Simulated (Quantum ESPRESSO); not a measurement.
# Fields calculation, with input and output: V (part 1 of 2)

- system: V (Im-3m, 1 atom in the cell)
- method: Kohn-Sham DFT of a periodic cell, AM05, SG15 PBE 1.2, spin-polarised (Quantum ESPRESSO 7.5)

The structure derives from an entry of the Crystallography Open Database.

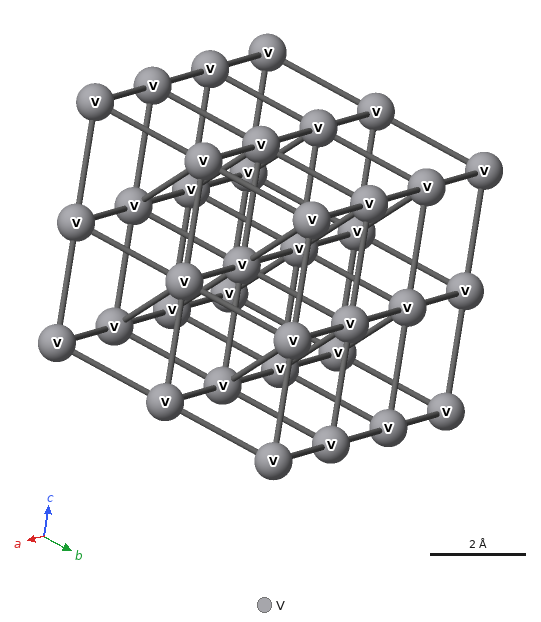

**Figure 1.** The structure (ball-and-stick view of the cell of the calculation, repeated 3 × 2 × 2, seen slightly off an axis). An atom can appear more than once, as a periodic image. Near neighbours in the periodic cell (some may lie outside the picture): V has 8 V at 2.62 Å.

## Input file
```
&CONTROL
  calculation = 'scf'
  prefix = 'pwscf'
  outdir = './tmp'
  pseudo_dir = './pseudo'
  tprnfor = .true.
  tstress = .true.
  disk_io = 'low'
/
&SYSTEM
  ibrav = 0
  nat = 1
  ntyp = 1
  ecutwfc = 70
  nbnd = 15
  input_dft = 'XC-000I-000I-120L-135L-000I-000I'
  occupations = 'smearing'
  smearing = 'mv'
  degauss = 0.00367493
  nspin = 2
  starting_magnetization(1) = 0.1538
/
&ELECTRONS
  conv_thr = 2d-10
  electron_maxstep = 120
  mixing_beta = 0.3
/
ATOMIC_SPECIES
V     50.9415 V_ONCV_PBE-1.2.upf
CELL_PARAMETERS angstrom
  -1.5143500000    1.5143500000    1.5143500000
   1.5143500000   -1.5143500000    1.5143500000
   1.5143500000    1.5143500000   -1.5143500000
ATOMIC_POSITIONS angstrom
V      0.0000000000    0.0000000000    0.0000000000
K_POINTS automatic
15 15 15 0 0 0
```

## File pp_density.in
```
&INPUTPP
  prefix = 'pwscf'
  outdir = './tmp'
  filplot = 'density.dat'
  plot_num = 0
/
&PLOT
  nfile = 1
  filepp(1) = 'density.dat'
  iflag = 3
  output_format = 6
  fileout = 'density.cube'
/
```

## File pp_potential.in
```
&INPUTPP
  prefix = 'pwscf'
  outdir = './tmp'
  filplot = 'potential.dat'
  plot_num = 11
/
&PLOT
  nfile = 1
  filepp(1) = 'potential.dat'
  iflag = 3
  output_format = 6
  fileout = 'potential.cube'
/
```

## File pp_spin.in
```
&INPUTPP
  prefix = 'pwscf'
  outdir = './tmp'
  filplot = 'spin.dat'
  plot_num = 6
/
&PLOT
  nfile = 1
  filepp(1) = 'spin.dat'
  iflag = 3
  output_format = 6
  fileout = 'spin.cube'
/
```

## File pp_elf.in
```
&INPUTPP
  prefix = 'pwscf'
  outdir = './tmp'
  filplot = 'elf.dat'
  plot_num = 8
/
&PLOT
  nfile = 1
  filepp(1) = 'elf.dat'
  iflag = 3
  output_format = 6
  fileout = 'elf.cube'
/
```

Hardware: 1 thread of Intel Xeon @ 2.80GHz (Skylake/Cascade Lake), 24 GiB of memory available, shared host.

Run as:
```bash
OMP_NUM_THREADS=1 pw.x -in pw.in > pw.out
OMP_NUM_THREADS=1 pp.x -in pp_density.in > pp_density.out
OMP_NUM_THREADS=1 pp.x -in pp_potential.in > pp_potential.out
OMP_NUM_THREADS=1 pp.x -in pp_spin.in > pp_spin.out
OMP_NUM_THREADS=1 pp.x -in pp_elf.in > pp_elf.out
```

## What the program printed
```
This program is part of the open-source Quantum ESPRESSO suite
     for quantum simulation of materials; please cite
         "P. Giannozzi et al., J. Phys.:Condens. Matter 21 395502 (2009);
         "P. Giannozzi et al., J. Phys.:Condens. Matter 29 465901 (2017);
         "P. Giannozzi et al., J. Chem. Phys. 152 154105 (2020);
          URL
     in publications or presentations arising from this work. More details at

     IMPORTANT: XC functional enforced from input :
     Exchange-correlation= XC-000I-000I-120L-135L-000I-000I
                           (   0   0 120 135   0   0   0)
     Any further DFT definition will be discarded
     Please, verify this is what you really want

     Message from routine setup:
     using ibrav=0 with symmetry is DISCOURAGED, use correct ibrav instead

     G-vector sticks info
     --------------------
     sticks:   dense  smooth     PW     G-vecs:    dense   smooth      PW
     Sum         523     523    169                 7419     7419    1409

     Using Slab Decomposition

     bravais-lattice index     =            0
     lattice parameter (alat)  =       4.9566  a.u.
     unit-cell volume          =      93.7423 (a.u.)^3
     number of atoms/cell      =            1
     number of atomic types    =            1
     number of electrons       =        13.00
     number of Kohn-Sham states=           15
     kinetic-energy cutoff     =      70.0000  Ry
     charge density cutoff     =     280.0000  Ry
     scf convergence threshold =      2.0E-10
     mixing beta               =       0.3000
     number of iterations used =            8  plain     mixing
     Exchange-correlation= XC-000I-000I-120L-135L-000I-000I
                           (   0   0 120 135   0   0   0)

     celldm(1)=   4.956621  celldm(2)=   0.000000  celldm(3)=   0.000000
     celldm(4)=   0.000000  celldm(5)=   0.000000  celldm(6)=   0.000000

     crystal axes: (cart. coord. in units of alat)
               a(1) = (  -0.577350   0.577350   0.577350 )
               a(2) = (   0.577350  -0.577350   0.577350 )
               a(3) = (   0.577350   0.577350  -0.577350 )

     reciprocal axes: (cart. coord. in units 2 pi/alat)
               b(1) = ( -0.000000  0.866025  0.866025 )
               b(2) = (  0.866025 -0.000000  0.866025 )
               b(3) = (  0.866025  0.866025  0.000000 )

     PseudoPot. # 1 for V  read from file:
     V_ONCV_PBE-1.2.upf
     Pseudo is Norm-conserving, Zval = 13.0
     Generated using ONCVPSP code by D. R. Hamann
     Using radial grid of  602 points,  6 beta functions with:
                l(1) =   0
                l(2) =   0
                l(3) =   1
                l(4) =   1
                l(5) =   2
                l(6) =   2

     atomic species   valence    mass     pseudopotential
     V                13.00    50.94150     V ( 1.00)

     Starting magnetic structure
     atomic species   magnetization
     V               0.154

     48 Sym. Ops., with inversion, found

   Cartesian axes

     site n.     atom                  positions (alat units)
         1        V      tau(   1) = (   0.0000000   0.0000000   0.0000000  )

     number of k points=   120  Marzari-Vanderbilt smearing, width (Ry)=  0.0037

     Number of k-points >= 100: set verbosity='high' to print them.

     Dense  grid:     7419 G-vectors     FFT dimensions: (  27,  27,  27)

     WARNING: libxc functional with ID  120 depends
      on external parameters: check the user_guide of
      QE if you need to modify them or to check their
      default values.

     WARNING: libxc functional with ID  135 depends
      on external parameters: check the user_guide of
      QE if you need to modify them or to check their
      default values.
     Generating pointlists ...
     new r_m :   0.4125 (alat units)  2.0446 (a.u.) for type    1

     Initial potential from superposition of free atoms

     starting charge      12.9150, renormalised to      13.0000
     Starting wfcs are random

     Self-consistent Calculation

     iteration #  1     ecut=    70.00 Ry     beta= 0.30
     Davidson diagonalization with overlap
     ethr =  1.00E-02,  avg # of iterations =  8.0

     total energy              =    -141.93606167 Ry
     estimated scf accuracy    <       0.19229099 Ry

     total magnetization       =     0.81 Bohr mag/cell
     absolute magnetization    =     0.81 Bohr mag/cell

     iteration #  2     ecut=    70.00 Ry     beta= 0.30
     Davidson diagonalization with overlap
     ethr =  1.48E-03,  avg # of iterations =  1.2

     total energy              =    -141.95895155 Ry
     estimated scf accuracy    <       0.02957320 Ry

     total magnetization       =     0.79 Bohr mag/cell
     absolute magnetization    =     0.79 Bohr mag/cell

     iteration #  3     ecut=    70.00 Ry     beta= 0.30
     Davidson diagonalization with overlap
     ethr =  2.27E-04,  avg # of iterations =  1.7

     total energy              =    -141.96831051 Ry
     estimated scf accuracy    <       0.00759079 Ry

     total magnetization       =     0.72 Bohr mag/cell
     absolute magnetization    =     0.72 Bohr mag/cell

     iteration #  4     ecut=    70.00 Ry     beta= 0.30
     Davidson diagonalization with overlap
     ethr =  5.84E-05,  avg # of iterations =  1.5

     total energy              =    -141.97114208 Ry
     estimated scf accuracy    <       0.00096554 Ry

     total magnetization       =     0.43 Bohr mag/cell
     absolute magnetization    =     0.43 Bohr mag/cell

     iteration #  5     ecut=    70.00 Ry     beta= 0.30
     Davidson diagonalization with overlap
     ethr =  7.43E-06,  avg # of iterations =  2.0

     total energy              =    -141.97136588 Ry
     estimated scf accuracy    <       0.00136148 Ry

     total magnetization       =     0.44 Bohr mag/cell
     absolute magnetization    =     0.44 Bohr mag/cell

     iteration #  6     ecut=    70.00 Ry     beta= 0.30
     Davidson diagonalization with overlap
     ethr =  7.43E-06,  avg # of iterations =  1.0

     total energy              =    -141.97240538 Ry
     estimated scf accuracy    <       0.00065944 Ry

     total magnetization       =     0.22 Bohr mag/cell
     absolute magnetization    =     0.22 Bohr mag/cell

     iteration #  7     ecut=    70.00 Ry     beta= 0.30
     Davidson diagonalization with overlap
     ethr =  5.07E-06,  avg # of iterations =  1.1

     total energy              =    -141.97278336 Ry
     estimated scf accuracy    <       0.00009900 Ry

     total magnetization       =     0.11 Bohr mag/cell
     absolute magnetization    =     0.11 Bohr mag/cell

     iteration #  8     ecut=    70.00 Ry     beta= 0.30
     Davidson diagonalization with overlap
     ethr =  7.62E-07,  avg # of iterations =  1.1

     total energy              =    -141.97279994 Ry
     estimated scf accuracy    <       0.00000769 Ry

     total magnetization       =     0.08 Bohr mag/cell
     absolute magnetization    =     0.08 Bohr mag/cell

     iteration #  9     ecut=    70.00 Ry     beta= 0.30
     Davidson diagonalization with overlap
     ethr =  5.92E-08,  avg # of iterations =  2.0

     total energy              =    -141.97286898 Ry
     estimated scf accuracy    <       0.00000048 Ry

     total magnetization       =     0.02 Bohr mag/cell
     absolute magnetization    =     0.02 Bohr mag/cell

     iteration # 10     ecut=    70.00 Ry     beta= 0.30
     Davidson diagonalization with overlap
     ethr =  3.69E-09,  avg # of iterations =  1.3

     total energy              =    -141.97286397 Ry
     estimated scf accuracy    <       0.00000040 Ry

     total magnetization       =     0.01 Bohr mag/cell
     absolute magnetization    =     0.01 Bohr mag/cell

     iteration # 11     ecut=    70.00 Ry     beta= 0.30
     Davidson diagonalization with overlap
     ethr =  3.07E-09,  avg # of iterations =  2.0

     total energy              =    -141.97287078 Ry
     estimated scf accuracy    <       0.00000007 Ry

     total magnetization       =    -0.01 Bohr mag/cell
     absolute magnetization    =     0.01 Bohr mag/cell

     iteration # 12     ecut=    70.00 Ry     beta= 0.30
     Davidson diagonalization with overlap
     ethr =  5.00E-10,  avg # of iterations =  1.0

     total energy              =    -141.97287044 Ry
     estimated scf accuracy    <       0.00000011 Ry

     total magnetization       =    -0.01 Bohr mag/cell
     absolute magnetization    =     0.01 Bohr mag/cell

     iteration # 13     ecut=    70.00 Ry     beta= 0.30
     Davidson diagonalization with overlap
     ethr =  5.00E-10,  avg # of iterations =  1.7

     total energy              =    -141.97287106 Ry
     estimated scf accuracy    <       0.00000001 Ry

     total magnetization       =    -0.00 Bohr mag/cell
     absolute magnetization    =     0.00 Bohr mag/cell

     iteration # 14     ecut=    70.00 Ry     beta= 0.30
     Davidson diagonalization with overlap
     ethr =  9.18E-11,  avg # of iterations =  1.0

     total energy              =    -141.97287106 Ry
     estimated scf accuracy    <          1.6E-09 Ry

     total magnetization       =    -0.00 Bohr mag/cell
     absolute magnetization    =     0.00 Bohr mag/cell

     iteration # 15     ecut=    70.00 Ry     beta= 0.30
     Davidson diagonalization with overlap
     ethr =  1.21E-11,  avg # of iterations =  1.6

     total energy              =    -141.97287104 Ry
     estimated scf accuracy    <          2.6E-10 Ry

     total magnetization       =    -0.00 Bohr mag/cell
     absolute magnetization    =     0.00 Bohr mag/cell

     iteration # 16     ecut=    70.00 Ry     beta= 0.30
     Davidson diagonalization with overlap
     ethr =  2.00E-12,  avg # of iterations =  2.0

     total energy              =    -141.97287106 Ry
     estimated scf accuracy    <          4.1E-10 Ry

     total magnetization       =     0.00 Bohr mag/cell
     absolute magnetization    =     0.00 Bohr mag/cell
```
